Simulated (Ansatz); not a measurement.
Run report: TaN, single-point calculation

- system: TaN (P-6m2, 2 atoms in the cell)
- method: DFT, LDA, plane waves, PAW, no spin polarisation (Ansatz 0.2.0)

The structure derives from a Materials Project entry. Some settings of this run were made unusual or wrong on purpose. Figures and captions count atoms from 1; the log counts them from 0 in places.

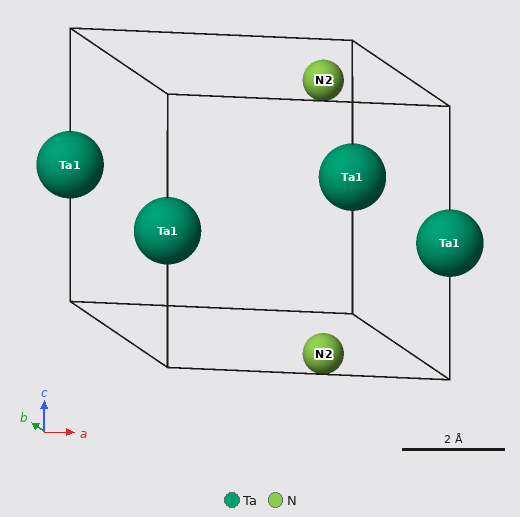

Figure 1. The structure as given in the input (ball-and-stick view of the cell of the calculation, seen slightly off an axis; atoms are numbered from 1 in the order of the input).

**Input**
```yaml
crystal:
  lattice:
    - [5.62879497, 0.0, 0.0]
    - [-2.81439749, 4.87467944, 0.0]
    - [0.0, 0.0, 5.5335112]
  atoms:
    - { symbol: Ta, position: [0.0, 0.0, 0.5] }
    - { symbol: "N", position: [0.6666666667, 0.3333333333, 0.0] }
kpoints:
  mp_grid: { grid: [13, 13, 11] }
scf:
  occupations: { method: fermi_dirac, width: 0.05 }
  max_iter: 75
hamiltonian:
  xc: lda
  pseudopotentials: { kind: paw }
output:
  forces: true
  stress: true
  eigenvalues: true
  efg: { contact_densities: true }
```

Machine: 1 thread of Arm Neoverse V1, 24 GiB of memory available, shared host.

Launch command:
```bash
ansatz run input.yaml --threads 1 --pin off --max-ram 2048MiB --backend cpu --events-out ev --progress --plain --runs-dir out
```

**What the program printed**
```
Ta: output.efg is read without spin–orbit coupling, which moves field gradients at and beside such atoms by some per cent and up to a factor of two; PAW files take it under magnetization.noncollinear and magnetization.spin_orbit
Engine: ansatz 0.2.0, aarch64-unknown-linux-gnu
Pseudopotentials: kind: paw
Pseudopotential: Ta, paw, valence charge 13, recommended cutoff 420 eV (normal), Ta.paw.azcp
Pseudopotential: N, paw, valence charge 5, recommended cutoff 420 eV (normal), N.paw.azcp
Functional definition: SPW92
  exchange = slater_x
  correlation = pw_c
Crystal: 2 atoms, lattice volume = 151.832 Å³
Basis set: ecut = 420 eV, 2983 PW (Γ)
Bands: 13, of which v1, the nominal top of the filled ones, is band 9 counted from 1 (8 counted from 0)
Symmetry: 12 space group operations
Space group: P-6m2 (ITA 187), of the structure as read, at distance tolerance 5.3e-5 Å
k-points: 126 of 1859 (time reversal used)
Non-local potential: Ta, projectors of the file, l = 0: 3, l = 1: 2, l = 2: 2, l = 3: 1
Non-local potential: N, projectors of the file, l = 0: 2, l = 1: 2, l = 2: 1
PAW form: soft (Blöchl's): semilocal exchange-correlation on the pseudo side does not see the compensation charge
PAW frozen core: Ta, regenerated for the run's functional, and the local potential with it (the file was generated under x = pbe(κ = 0.804, μ = 0.2195149727645171), c = pbe(β = 0.06672455060314922))
PAW frozen core: N, regenerated for the run's functional, and the local potential with it (the file was generated under x = pbe(κ = 0.804, μ = 0.2195149727645171), c = pbe(β = 0.06672455060314922))
PAW one-centre angular grid: Ta, 590 points (default); XC on 64 Gauss nodes
PAW one-centre angular grid: N, 110 points (default); XC on 64 Gauss nodes
Initial density: superposition of atomic densities (neutral atoms: chi_scale 0, normalization atom), corrected by the library's trained network
Initial wavefunctions: pseudopotential atomic-orbital guess
Functional: x = slater, c = lda
SCF iter   1: F=—  HF=-10039.453939 eV  |F-HF|=—  |Δ(HF+E_count)|=         —  Δρ=4.81e-2  dr2=9.56e0  ethr=1.77e-3  ⟨swp⟩=5.3  Hψ=19014  notcnv=0
automatic band count: the SCF goes on with 17 bands, as 13 were too few: the levels above may hold too much charge
preconditioner: auto → LDOS  [metal: Δε(μ)=0.000 eV  Ē_g=2.066 eV  σ=0.050 eV  W_gap=0.00  n_scr=20 (ndim 8)  ℏωp=8.5 eV  f_vac=0.180  D(μ)=21.17/eV (n_scr^D=326)  β→1.0]
SCF iter   2: F=—  HF=-10039.429104 eV  |F-HF|=—  |Δ(HF+E_count)|=   2.48e-2  Δρ=3.72e-2  dr2=5.23e0  ethr=1.77e-3  ⟨swp⟩=2.0  Hψ=3306  notcnv=0
SCF iter   3: F=—  HF=-10039.355294 eV  |F-HF|=—  |Δ(HF+E_count)|=   7.38e-2  Δρ=8.00e-3  dr2=2.35e-1  ethr=1.77e-3  ⟨swp⟩=1.0  Hψ=2142  notcnv=0
SCF iter   4: F=—  HF=-10039.353743 eV  |F-HF|=—  |Δ(HF+E_count)|=   1.55e-3  Δρ=2.33e-3  dr2=8.06e-3  ethr=1.31e-3  ⟨swp⟩=1.0  Hψ=2142  notcnv=0
SCF iter   5: F=—  HF=-10039.352992 eV  |F-HF|=—  |Δ(HF+E_count)|=   7.51e-4  Δρ=1.09e-3  dr2=2.51e-3  ethr=4.48e-5  ⟨swp⟩=1.0  Hψ=2142  notcnv=0
SCF iter   6: F=—  HF=-10039.352726 eV  |F-HF|=—  |Δ(HF+E_count)|=   2.66e-4  Δρ=3.42e-4  dr2=2.80e-4  ethr=1.40e-5  ⟨swp⟩=1.1  Hψ=2209  notcnv=0
SCF iter   7: F=—  HF=-10039.352705 eV  |F-HF|=—  |Δ(HF+E_count)|=   2.10e-5  Δρ=2.64e-4  dr2=3.48e-4  ethr=1.56e-6  ⟨swp⟩=1.1  Hψ=2178  notcnv=0
SCF iter   8: F=—  HF=-10039.352698 eV  |F-HF|=—  |Δ(HF+E_count)|=   6.49e-6  Δρ=6.89e-5  dr2=2.30e-5  ethr=1.56e-6  ⟨swp⟩=1.0  Hψ=2142  notcnv=0
SCF iter   9: F=—  HF=-10039.352695 eV  |F-HF|=—  |Δ(HF+E_count)|=   3.50e-6  Δρ=1.92e-5  dr2=1.52e-6  ethr=1.28e-7  ⟨swp⟩=1.0  Hψ=2142  notcnv=0
SCF iter  10: F=-10039.352695 eV  HF=-10039.352695 eV  |F-HF|=8.80e-10  |Δ(HF+E_count)|=   1.28e-9  Δρ=1.51e-6  dr2=6.49e-9  ethr=5.56e-10  ⟨swp⟩=3.6  Hψ=7048  notcnv=0
SCF 1 converged in 10 iterations: F = -10039.352695 eV  dr2 = 6.49e-9
  greatest PAW one-centre occupation: 1.000 electrons in one spin orbital (limit 2), on the Ta atom at site 0 (counted from 0), in its partial waves of l = 0
```

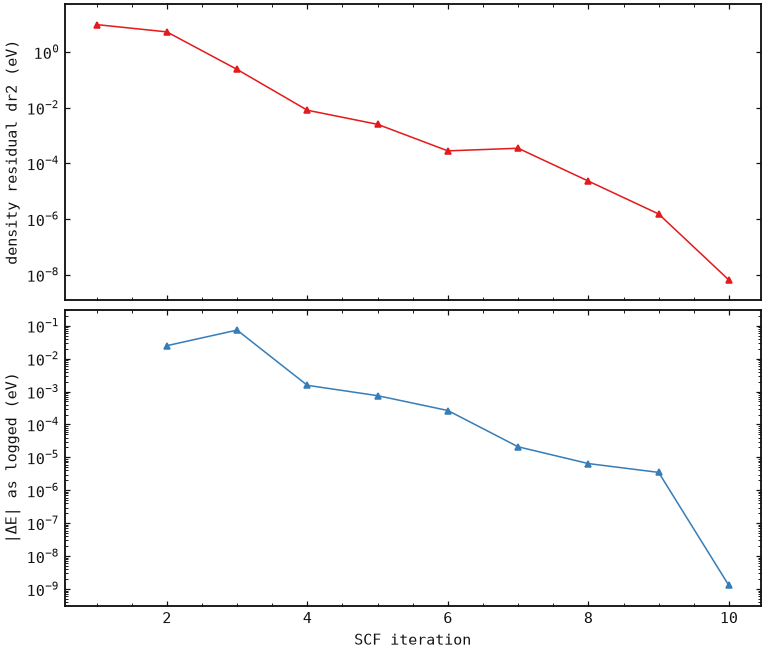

Figure 2. Convergence of the self-consistent field: density residual dr2 and size of the energy change against the SCF iteration. The residual falls almost steadily, with no more than small rises.

```
SCF converged after 10 iterations
Free energy (F): -10039.352695 eV
Harris-Foulkes:  -10039.352695 eV  (|F-HF|=8.80e-10)
Internal energy: -10039.216198 eV  (E = F + TS)
E sigma→0 (E₀):  -10039.284447 eV
Entropy (-TS):   -0.136497 eV (-68.248 meV/atom)
Fermi energy:    -1.664064 eV
--- Per-component energies (eV) ---
  E_band       = -412.862239
  E_kinetic    = 466.038369
  E_local      = -1800.629390  (includes V_loc(G=0)·N_el)
  E_nonlocal   = 67.901388
  E_hartree    = 620.616679
  E_xc         = -258.297794
  E_vxc        = -256.659320  (∫ρ·V_xc dr)
  E_paw        = -8261.902693  (= ΣΔE_a)
  E_vpaw       = -130.749260  (= ΣTr[D̂ρ^β])
  E_aug_tail   = 0.000217  (compensation charges beyond the density's cutoff)
  E_ewald      = -873.281921
  E_core_change = 0.338947  (= ΣΔE_core)
  E_smearing   = -0.136497  (= −TS)
  E_closure    = 0.000000  (closes the sum)
  Σ components = -10039.352695   (vs F -10039.352695, Δ=0.00e0)
--- Forces (eV/Å), atoms counted from 1 ---
  atom   1  Ta     0.00000000     0.00000000     0.00000000
  atom   2  N      0.00000000     0.00000000     0.00000000
  max |Σ_I F_I| component: 3.70e-17 eV/Å
--- Stress (GPa, compression-positive) ---
       -4.002323      -0.000000       0.000000
        0.000000      -4.002323       0.000000
        0.000000       0.000000      -5.598414
  P = ⅓ Tr σ = -4.5344 GPa (-45.344 kbar)
--- PAW observables at the nuclei: V_zz in 10²¹ V/m², potentials from the cell's mean, atoms counted from 1 ---
  atom   1  Ta V_zz =    -2.241536   η = 0.0000   by run symmetry: allowed
            electrostatic potential = -14473.091881 V   contact ρ = 8124066.671490 e/Å³
  atom   2  N  V_zz =    +0.423124   η = 0.0000   by run symmetry: allowed
            electrostatic potential = -504.394704 V   contact ρ = 1401.716796 e/Å³
--- Band table (eV; the first three rows and the last of 126) ---
  k-point 0: bands = ["-71.6037", "-37.9203", "-37.9203", "-37.8990", "-12.7077", "-3.1705", "-1.8698", "-1.8698", "-1.7567", "-1.7216", "-1.4793", "-1.4793", "-1.4030", "-1.4030", "3.2249", "3.4508", "3.4508"]
  k-point 1: bands = ["-71.6037", "-37.9203", "-37.9203", "-37.8990", "-12.7073", "-3.1745", "-1.8656", "-1.8656", "-1.7525", "-1.6853", "-1.5012", "-1.5012", "-1.3875", "-1.3875", "2.9151", "3.4709", "3.4709"]
  k-point 2: bands = ["-71.6037", "-37.9203", "-37.9203", "-37.8990", "-12.7063", "-3.1863", "-1.8546", "-1.8546", "-1.7066", "-1.6146", "-1.5406", "-1.5406", "-1.3656", "-1.3656", "2.3276", "3.5264", "3.5264"]
  k-point 125: bands = ["-71.6037", "-37.9204", "-37.9204", "-37.8991", "-12.6980", "-2.3665", "-2.0556", "-2.0385", "-1.8108", "-1.5763", "-1.5651", "-1.4413", "-1.3439", "-1.2254", "1.6081", "1.9934", "2.2164"]
```

**What the run reported**

| quantity | value |
| --- | --- |
| outcome | converged |
| space group (tolerance 0.01 Å) | P-6m2 (187) |
| electrons treated | 18 |
| free energy | −10039.3527 eV |
| Fermi energy | −1.664 eV |
| pressure | −4.53 GPa |
| largest force (length of the vector) | under 0.001 eV/Å |
| wall time | 36 s |
| peak memory | 0.62 GiB |

**Diagnosis**

This input holds a deliberate fault: a lattice typed in bohr (`crystal.lattice`). Numbers in bohr are read as ångström, so the cell is 1.89 times too large and the atoms hardly bond. The program still converged, but the numbers can't be taken as results for the intended system. The program warns: the field gradients leave out spin–orbit coupling.
